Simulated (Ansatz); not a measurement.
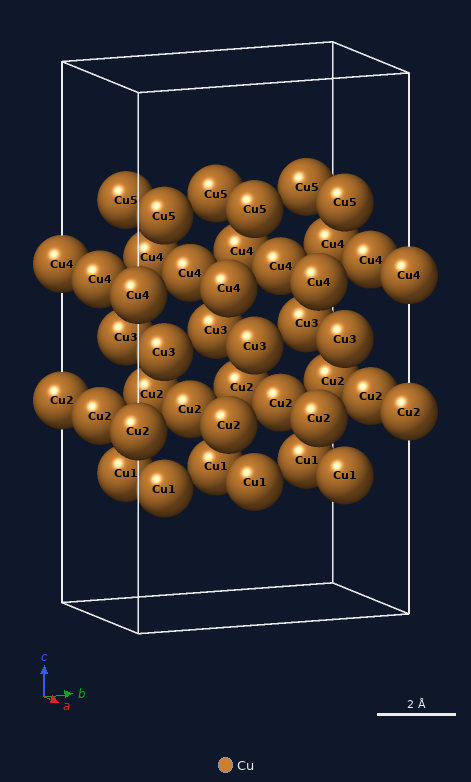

Fig. 1: The structure as given in the input (spheres-only view of the 2 × 3 repeat of the cell, with the vacuum cut short, seen slightly off an axis; atoms are numbered from 1 in the order of the input). An atom can appear more than once, as a periodic image.

Geometry relaxation of Cu (part 1 of 2)

Cu (slab, 5 atoms in the cell), computed with DFT PBEsol, scalar-relativistic, plane waves, PAW, no spin polarisation (Ansatz 0.2.0).

The structure derives from an entry of the Crystallography Open Database. The input holds or restrains some coordinates. Forces given for the steps count only the free coordinates. It belongs to a series of runs on one base structure; here: clean slab, lower half held. Figures and captions count atoms from 1; the log counts them from 0 in places.

### The input
```yaml
crystal:
  lattice:
    - [2.5196845175, 0.0, 0.0]
    - [0.0, 2.5196845175, 0.0]
    - [0.0, 0.0, 24.1267440352]
  atoms:
    - { symbol: Cu, position: [0.5, 0.5, 0.3523061374] }
    - { symbol: Cu, position: [0.0, 0.0, 0.4261530687] }
    - { symbol: Cu, position: [0.5, 0.5, 0.5] }
    - { symbol: Cu, position: [0.0, 0.0, 0.5738469313] }
    - { symbol: Cu, position: [0.5, 0.5, 0.6476938626] }
basis:
  ecutwfc: 420
kpoints:
  mp_grid: { grid: [11, 11, 1] }
hamiltonian:
  xc: pbesol
scf:
  occupations: { method: gaussian, width: 0.1 }
output:
  forces: true
  eigenvalues: true
  write_density: true
  write_potential: true
  elf: true
  volumetric_format: npy
relax:
  adjacent_minimum: "off"
  f_tol: 0.03
  max_steps: 70
  constraints: [{ sites: [0, 1] }]
efield:
  axis: 3
  dipole_correction: true
  ramp_width: 0.04
```

Machine: 1 thread of AMD EPYC (Zen 3), 32 GiB of memory available, shared host.

Launched with:
```bash
ansatz run input.yaml --threads 1 --pin off --max-ram 2560MiB --backend cpu --events-out ev --progress --plain --runs-dir out
```

### What the program printed
```
Engine: ansatz 0.2.0, x86_64-unknown-linux-gnu
Pseudopotentials: kind: paw
Pseudopotential: Cu, paw, valence charge 19, recommended cutoff 420 eV (normal), Cu.paw.azcp
Functional definition: PBEsol
  exchange = pbesol_x
  correlation = pbesol_c
Crystal: 5 atoms, lattice volume = 153.176 Å³
Basis set: ecut = 420 eV, 2985 PW (Γ), exchange–correlation on 36×36×324 points (8 copies of the dense FFT grid, shifted against one another)
Bands: 57, of which v1, the nominal top of the filled ones, is band 48 counted from 1 (47 counted from 0)
Symmetry: 8 space group operations
k-points: 21 of 121
Non-local potential: Cu, projectors of the file, l = 0: 3, l = 1: 2, l = 2: 3, l = 3: 1
PAW form: soft (Blöchl's): semilocal exchange-correlation on the pseudo side does not see the compensation charge
PAW frozen core: Cu, regenerated for the run's functional, and the local potential with it (the file was generated under x = pbe(κ = 0.804, μ = 0.2195149727645171), c = pbe(β = 0.06672455060314922))
PAW one-centre angular grid: Cu, 590 points (default); XC on 64 Gauss nodes
Initial density: superposition of atomic densities (neutral atoms: chi_scale 0, normalization atom), corrected by the library's trained network
Initial wavefunctions: pseudopotential atomic-orbital guess
Functional: x = pbesol(κ = 0.804, μ = 0.12345679012345678), c = pbesol(β = 0.046)
SCF iter   1: F=—  HF=-32942.429317 eV  |F-HF|=—  |Δ(HF+E_count)|=         —  Δρ=1.26e-2  dr2=1.50e-1  ethr=1.77e-3  p=0.000 e·Å  D=5.60e-13 V/Å  ΔV_dip=-0.00 eV  dr2_dipole=2.51e-7  V_vac-E_F(+/−)=4.55/4.55 eV  ⟨swp⟩=8.6  Hψ=5152  notcnv=0  defer=8
efield: sawtooth ramp at fractional position 0.9800 (placed from the atoms, in the widest stretch of the axis that holds none; the zero of the levels goes with the place), width 0.0400; the density the first Hamiltonian is built on has a dipole p = 0.000 e·Å; the dipole correction subtracts the counter field D = 5.60e-13 V/Å, which shifts the + side's vacuum level by -0.00 eV against the − side's; the planar-averaged density in the ramp window peaks in size at 5.1e-5 e/Å³
preconditioner: auto → LDOS  [metal: Δε(μ)=0.078 eV  Ē_g=8.351 eV  σ=0.100 eV  W_gap=0.37  n_scr=30 (ndim 8)  ℏωp=22.3 eV  f_vac=0.584  D(μ)=2.85/eV (n_scr^D=14)  β→1.0]
SCF iter   2: F=—  HF=-32942.620025 eV  |F-HF|=—  |Δ(HF+E_count)|=   1.91e-1  Δρ=3.16e-2  dr2=8.11e-1  ethr=1.58e-4  p=0.000 e·Å  D=3.37e-5 V/Å  ΔV_dip=-0.00 eV  dr2_dipole=1.55e-7  V_vac-E_F(+/−)=4.71/4.71 eV  ⟨swp⟩=3.0  Hψ=2968  notcnv=0  defer=70
SCF iter   3: F=—  HF=-32942.404770 eV  |F-HF|=—  |Δ(HF+E_count)|=   2.15e-1  Δρ=3.58e-3  dr2=1.32e-2  ethr=1.58e-4  p=0.000 e·Å  D=2.07e-5 V/Å  ΔV_dip=-0.00 eV  dr2_dipole=1.10e-7  V_vac-E_F(+/−)=4.61/4.61 eV  ⟨swp⟩=2.5  Hψ=2301  notcnv=0  defer=70
SCF iter   4: F=—  HF=-32942.402208 eV  |F-HF|=—  |Δ(HF+E_count)|=   2.56e-3  Δρ=1.10e-3  dr2=1.55e-3  ethr=1.39e-5  p=0.000 e·Å  D=1.86e-6 V/Å  ΔV_dip=-0.00 eV  dr2_dipole=4.69e-9  V_vac-E_F(+/−)=4.63/4.63 eV  ⟨swp⟩=2.1  Hψ=1997  notcnv=0  defer=69
SCF iter   5: F=—  HF=-32942.401998 eV  |F-HF|=—  |Δ(HF+E_count)|=   2.10e-4  Δρ=7.93e-4  dr2=8.25e-4  ethr=1.64e-6  p=0.000 e·Å  D=4.77e-6 V/Å  ΔV_dip=-0.00 eV  dr2_dipole=4.24e-9  V_vac-E_F(+/−)=4.64/4.64 eV  ⟨swp⟩=2.8  Hψ=2297  notcnv=0  defer=69
SCF iter   6: F=—  HF=-32942.401925 eV  |F-HF|=—  |Δ(HF+E_count)|=   7.34e-5  Δρ=3.70e-4  dr2=1.94e-4  ethr=8.69e-7  p=0.000 e·Å  D=3.00e-6 V/Å  ΔV_dip=-0.00 eV  dr2_dipole=1.94e-9  V_vac-E_F(+/−)=4.65/4.65 eV  ⟨swp⟩=1.5  Hψ=1304  notcnv=0  defer=69
SCF iter   7: F=-32942.401912 eV  HF=-32942.401920 eV  |F-HF|=7.74e-6  |Δ(HF+E_count)|=   4.96e-6  Δρ=6.11e-5  dr2=1.04e-5  ethr=2.37e-8  p=0.000 e·Å  D=7.62e-7 V/Å  ΔV_dip=-0.00 eV  dr2_dipole=5.62e-10  V_vac-E_F(+/−)=4.65/4.65 eV  ⟨swp⟩=19.3  Hψ=12635  notcnv=0
SCF 1 converged in 7 iterations: F = -32942.401912 eV  dr2 = 1.04e-5
  greatest PAW one-centre occupation: 1.000 electrons in one spin orbital (limit 2), on the Cu atom at site 0 (counted from 0), in its partial waves of l = 0
relax step   1: F+E_penalty+E_count = -32942.40191223 eV  Δ(F+E_penalty+E_count) = +0.000e0 eV  max|allowed force component| = 2.470e-1 eV/Å  Δτ_max = 0.0000 Å  (7 SCF iters, dr2 threshold 2.25e-5 eV, accepted)
Initial density: handed on by an earlier stage of this run
Initial wavefunctions: those handed on with the density
iter 1 solved again at ethr=1.52e-6 eV; its pass at ethr=3.10e-3 eV (dr2=1.44e-3 eV) is discarded
SCF iter   1: F=—  HF=-32942.406335 eV  |F-HF|=—  |Δ(HF+E_count)|=         —  Δρ=1.27e-3  dr2=1.36e-3  ethr=1.52e-6  p=0.000 e·Å  D=6.31e-7 V/Å  ΔV_dip=-0.00 eV  dr2_dipole=8.76e-5  V_vac-E_F(+/−)=4.65/4.65 eV  ⟨swp⟩=2.5  Hψ=3710  notcnv=0  defer=68
efield: sawtooth ramp at fractional position 0.9800 (handed on by an earlier solve), width 0.0400; the density the first Hamiltonian is built on has a dipole p = 0.000 e·Å; the dipole correction subtracts the counter field D = 6.31e-7 V/Å, which shifts the + side's vacuum level by -0.00 eV against the − side's; the planar-averaged density in the ramp window peaks in size at 3.4e-5 e/Å³
preconditioner: auto → LDOS  [metal: Δε(μ)=0.063 eV  Ē_g=8.498 eV  σ=0.100 eV  W_gap=0.32  n_scr=30 (ndim 8)  ℏωp=22.3 eV  f_vac=0.585  D(μ)=2.94/eV (n_scr^D=14)  β→1.0]
SCF iter   2: F=—  HF=-32942.406259 eV  |F-HF|=—  |Δ(HF+E_count)|=   7.57e-5  Δρ=1.41e-3  dr2=1.99e-3  ethr=1.43e-6  p=-0.000 e·Å  D=-5.04e-4 V/Å  ΔV_dip=0.01 eV  dr2_dipole=1.39e-4  V_vac-E_F(+/−)=4.66/4.65 eV  ⟨swp⟩=2.1  Hψ=2129  notcnv=0  defer=68
SCF iter   3: F=—  HF=-32942.406130 eV  |F-HF|=—  |Δ(HF+E_count)|=   1.29e-4  Δρ=1.19e-3  dr2=1.53e-3  ethr=1.43e-6  p=0.000 e·Å  D=3.03e-4 V/Å  ΔV_dip=-0.01 eV  dr2_dipole=1.37e-4  V_vac-E_F(+/−)=4.64/4.65 eV  ⟨swp⟩=2.0  Hψ=2108  notcnv=0  defer=68
SCF iter   4: F=—  HF=-32942.405914 eV  |F-HF|=—  |Δ(HF+E_count)|=   2.16e-4  Δρ=5.53e-4  dr2=3.64e-4  ethr=1.43e-6  p=0.000 e·Å  D=3.69e-4 V/Å  ΔV_dip=-0.01 eV  dr2_dipole=3.51e-5  V_vac-E_F(+/−)=4.64/4.65 eV  ⟨swp⟩=2.1  Hψ=1556  notcnv=0  defer=68
SCF iter   5: F=—  HF=-32942.405877 eV  |F-HF|=—  |Δ(HF+E_count)|=   3.73e-5  Δρ=2.31e-4  dr2=6.96e-5  ethr=3.83e-7  p=0.000 e·Å  D=2.68e-4 V/Å  ΔV_dip=-0.01 eV  dr2_dipole=1.24e-5  V_vac-E_F(+/−)=4.64/4.65 eV  ⟨swp⟩=2.0  Hψ=1448  notcnv=0  defer=68
SCF iter   6: F=—  HF=-32942.405866 eV  |F-HF|=—  |Δ(HF+E_count)|=   1.09e-5  Δρ=4.71e-5  dr2=8.95e-6  ethr=7.33e-8  p=0.000 e·Å  D=3.08e-4 V/Å  ΔV_dip=-0.01 eV  dr2_dipole=2.75e-6  V_vac-E_F(+/−)=4.64/4.65 eV  ⟨swp⟩=2.1  Hψ=1701  notcnv=0  defer=68
iter 7 did not close the SCF: its close was put off until two iterations running show no level that it waits for move by more than its bar (scf_convergence_deferred on its scf_iter line)
SCF iter   7: F=-32942.405866 eV  HF=-32942.405866 eV  |F-HF|=3.36e-8  |Δ(HF+E_count)|=   4.19e-7  Δρ=1.75e-5  dr2=5.37e-7  ethr=4.01e-9  p=0.000 e·Å  D=3.14e-4 V/Å  ΔV_dip=-0.01 eV  dr2_dipole=7.23e-8  V_vac-E_F(+/−)=4.64/4.65 eV  ⟨swp⟩=18.4  Hψ=10787  notcnv=0
SCF iter   8: F=-32942.405867 eV  HF=-32942.405866 eV  |F-HF|=2.59e-7  |Δ(HF+E_count)|=   2.11e-7  Δρ=7.02e-6  dr2=1.35e-7  ethr=5.65e-10  p=0.000 e·Å  D=3.11e-4 V/Å  ΔV_dip=-0.01 eV  dr2_dipole=2.34e-8  V_vac-E_F(+/−)=4.64/4.65 eV  ⟨swp⟩=11.8  Hψ=9507  notcnv=0
SCF 2 converged in 8 iterations: F = -32942.405867 eV  dr2 = 1.35e-7
relax step   2: F+E_penalty+E_count = -32942.40586651 eV  Δ(F+E_penalty+E_count) = -3.954e-3 eV  max|allowed force component| = 1.659e-1 eV/Å  Δτ_max = 0.0180 Å  (8 SCF iters, dr2 threshold 3.81e-6 eV, accepted)
SCF iter   1: F=—  HF=-32942.410477 eV  |F-HF|=—  |Δ(HF+E_count)|=         —  Δρ=2.46e-3  dr2=5.82e-3  ethr=5.03e-5  p=0.000 e·Å  D=3.11e-4 V/Å  ΔV_dip=-0.01 eV  dr2_dipole=6.22e-4  V_vac-E_F(+/−)=4.64/4.65 eV  ⟨swp⟩=3.5  Hψ=2468  notcnv=0  defer=70
efield: sawtooth ramp at fractional position 0.9800 (handed on by an earlier solve), width 0.0400; the density the first Hamiltonian is built on has a dipole p = 0.000 e·Å; the dipole correction subtracts the counter field D = 3.11e-4 V/Å, which shifts the + side's vacuum level by -0.01 eV against the − side's; the planar-averaged density in the ramp window peaks in size at 2.9e-5 e/Å³
preconditioner: auto → LDOS  [metal: Δε(μ)=0.041 eV  Ē_g=8.504 eV  σ=0.100 eV  W_gap=0.22  n_scr=30 (ndim 8)  ℏωp=22.3 eV  f_vac=0.586  D(μ)=2.97/eV (n_scr^D=14)  β→1.0]
SCF iter   2: F=—  HF=-32942.410043 eV  |F-HF|=—  |Δ(HF+E_count)|=   4.34e-4  Δρ=2.60e-3  dr2=6.98e-3  ethr=6.13e-6  p=-0.000 e·Å  D=-5.35e-4 V/Å  ΔV_dip=0.01 eV  dr2_dipole=4.68e-4  V_vac-E_F(+/−)=4.66/4.65 eV  ⟨swp⟩=2.1  Hψ=2390  notcnv=0  defer=70
SCF iter   3: F=—  HF=-32942.409306 eV  |F-HF|=—  |Δ(HF+E_count)|=   7.37e-4  Δρ=1.81e-3  dr2=4.02e-3  ethr=6.13e-6  p=0.001 e·Å  D=7.73e-4 V/Å  ΔV_dip=-0.02 eV  dr2_dipole=4.57e-4  V_vac-E_F(+/−)=4.63/4.64 eV  ⟨swp⟩=2.0  Hψ=2105  notcnv=0  defer=70
SCF iter   4: F=—  HF=-32942.408823 eV  |F-HF|=—  |Δ(HF+E_count)|=   4.83e-4  Δρ=7.98e-4  dr2=9.76e-4  ethr=4.23e-6  p=0.001 e·Å  D=8.84e-4 V/Å  ΔV_dip=-0.02 eV  dr2_dipole=1.48e-4  V_vac-E_F(+/−)=4.63/4.65 eV  ⟨swp⟩=2.0  Hψ=1443  notcnv=0  defer=70
SCF iter   5: F=—  HF=-32942.408737 eV  |F-HF|=—  |Δ(HF+E_count)|=   8.60e-5  Δρ=3.77e-4  dr2=2.38e-4  ethr=1.03e-6  p=0.001 e·Å  D=8.33e-4 V/Å  ΔV_dip=-0.02 eV  dr2_dipole=5.25e-5  V_vac-E_F(+/−)=4.63/4.65 eV  ⟨swp⟩=2.0  Hψ=1613  notcnv=0  defer=70
SCF iter   6: F=—  HF=-32942.408712 eV  |F-HF|=—  |Δ(HF+E_count)|=   2.55e-5  Δρ=1.12e-4  dr2=4.08e-5  ethr=2.51e-7  p=0.001 e·Å  D=9.07e-4 V/Å  ΔV_dip=-0.02 eV  dr2_dipole=1.09e-5  V_vac-E_F(+/−)=4.63/4.65 eV  ⟨swp⟩=2.1  Hψ=1493  notcnv=0  defer=70
SCF iter   7: F=—  HF=-32942.408714 eV  |F-HF|=—  |Δ(HF+E_count)|=   2.45e-6  Δρ=4.66e-5  dr2=2.61e-6  ethr=4.30e-8  p=0.001 e·Å  D=9.06e-4 V/Å  ΔV_dip=-0.02 eV  dr2_dipole=9.58e-8  V_vac-E_F(+/−)=4.63/4.65 eV  ⟨swp⟩=2.1  Hψ=1715  notcnv=0  defer=70
iter 8 did not close the SCF: its close was put off until two iterations running show no level that it waits for move by more than its bar (scf_convergence_deferred on its scf_iter line)
SCF iter   8: F=-32942.408715 eV  HF=-32942.408714 eV  |F-HF|=2.78e-7  |Δ(HF+E_count)|=   2.81e-7  Δρ=1.33e-5  dr2=6.51e-7  ethr=1.81e-9  p=0.001 e·Å  D=9.03e-4 V/Å  ΔV_dip=-0.02 eV  dr2_dipole=1.15e-7  V_vac-E_F(+/−)=4.63/4.65 eV  ⟨swp⟩=19.5  Hψ=11874  notcnv=0
iter 9 did not close the SCF: its close was put off until two iterations running show no level that it waits for move by more than its bar (scf_convergence_deferred on its scf_iter line)
SCF iter   9: F=-32942.408715 eV  HF=-32942.408715 eV  |F-HF|=7.01e-9  |Δ(HF+E_count)|=   6.15e-7  Δρ=1.39e-5  dr2=3.69e-7  ethr=6.86e-10  p=0.001 e·Å  D=8.99e-4 V/Å  ΔV_dip=-0.02 eV  dr2_dipole=5.08e-8  V_vac-E_F(+/−)=4.63/4.65 eV  ⟨swp⟩=12.1  Hψ=9891  notcnv=0
SCF iter  10: F=-32942.408715 eV  HF=-32942.408715 eV  |F-HF|=7.13e-8  |Δ(HF+E_count)|=   2.13e-7  Δρ=5.91e-6  dr2=9.07e-8  ethr=3.89e-10  p=0.001 e·Å  D=8.97e-4 V/Å  ΔV_dip=-0.02 eV  dr2_dipole=9.06e-9  V_vac-E_F(+/−)=4.63/4.65 eV  ⟨swp⟩=11.7  Hψ=9025  notcnv=0
SCF 3 converged in 10 iterations: F = -32942.408715 eV  dr2 = 9.07e-8
relax step   3: F+E_penalty+E_count = -32942.40871529 eV  Δ(F+E_penalty+E_count) = -2.849e-3 eV  max|allowed force component| = 9.449e-3 eV/Å  Δτ_max = 0.0338 Å  (10 SCF iters, dr2 threshold 1.72e-6 eV, accepted)
iter 1 solved again at ethr=9.55e-11 eV; its pass at ethr=3.10e-3 eV (dr2=9.07e-8 eV) is discarded
SCF iter   1: F=—  HF=-32942.408731 eV  |F-HF|=—  |Δ(HF+E_count)|=         —  Δρ=5.96e-6  dr2=9.07e-8  ethr=9.55e-11  p=0.001 e·Å  D=8.97e-4 V/Å  ΔV_dip=-0.02 eV  dr2_dipole=8.76e-9  V_vac-E_F(+/−)=4.63/4.65 eV  ⟨swp⟩=1.0  Hψ=2940  notcnv=0
efield: sawtooth ramp at fractional position 0.9800 (handed on by an earlier solve), width 0.0400; the density the first Hamiltonian is built on has a dipole p = 0.001 e·Å; the dipole correction subtracts the counter field D = 8.97e-4 V/Å, which shifts the + side's vacuum level by -0.02 eV against the − side's; the planar-averaged density in the ramp window peaks in size at 2.9e-5 e/Å³
preconditioner: auto → LDOS  [metal: Δε(μ)=0.041 eV  Ē_g=8.503 eV  σ=0.100 eV  W_gap=0.22  n_scr=30 (ndim 8)  ℏωp=22.3 eV  f_vac=0.586  D(μ)=2.98/eV (n_scr^D=14)  β→1.0]
SCF iter   2: F=-32942.408715 eV  HF=-32942.408715 eV  |F-HF|=5.71e-8  |Δ(HF+E_count)|=   1.58e-5  Δρ=8.45e-6  dr2=6.77e-8  ethr=9.55e-11  p=0.001 e·Å  D=8.94e-4 V/Å  ΔV_dip=-0.02 eV  dr2_dipole=1.90e-10  V_vac-E_F(+/−)=4.63/4.65 eV  ⟨swp⟩=13.3  Hψ=9188  notcnv=0
SCF 4 converged in 2 iterations: F = -32942.408715 eV  dr2 = 6.77e-8
relax step   4: F+E_penalty+E_count = -32942.40871532 eV  Δ(F+E_penalty+E_count) = -2.245e-8 eV  max|allowed force component| = 9.489e-3 eV/Å  Δτ_max = 0.0000 Å  (2 SCF iters, accepted)
```

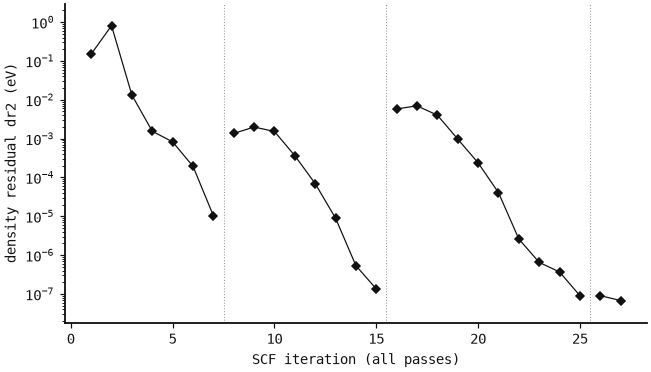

Fig. 2: Convergence of the self-consistent field: density residual dr2 against the SCF iteration. The dotted lines part the SCF passes of the relaxation: geometry steps, rejected trials and re-solves on a re-selected basis. The passes take 7, 8, 10 and 2 iterations.

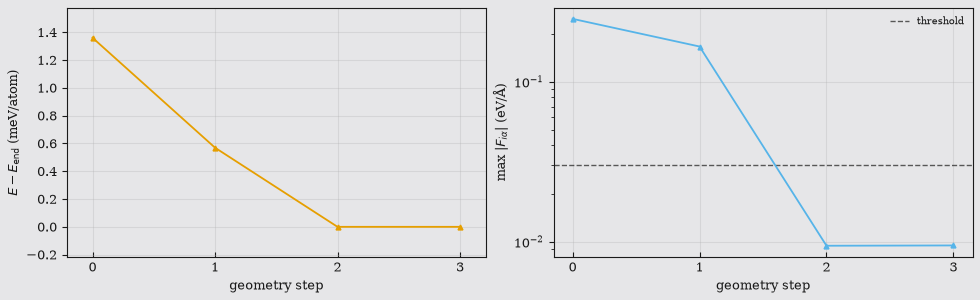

Fig. 3: Progress of the restrained relaxation, step by step (the first geometry is step 0 here and step 1 in the log).
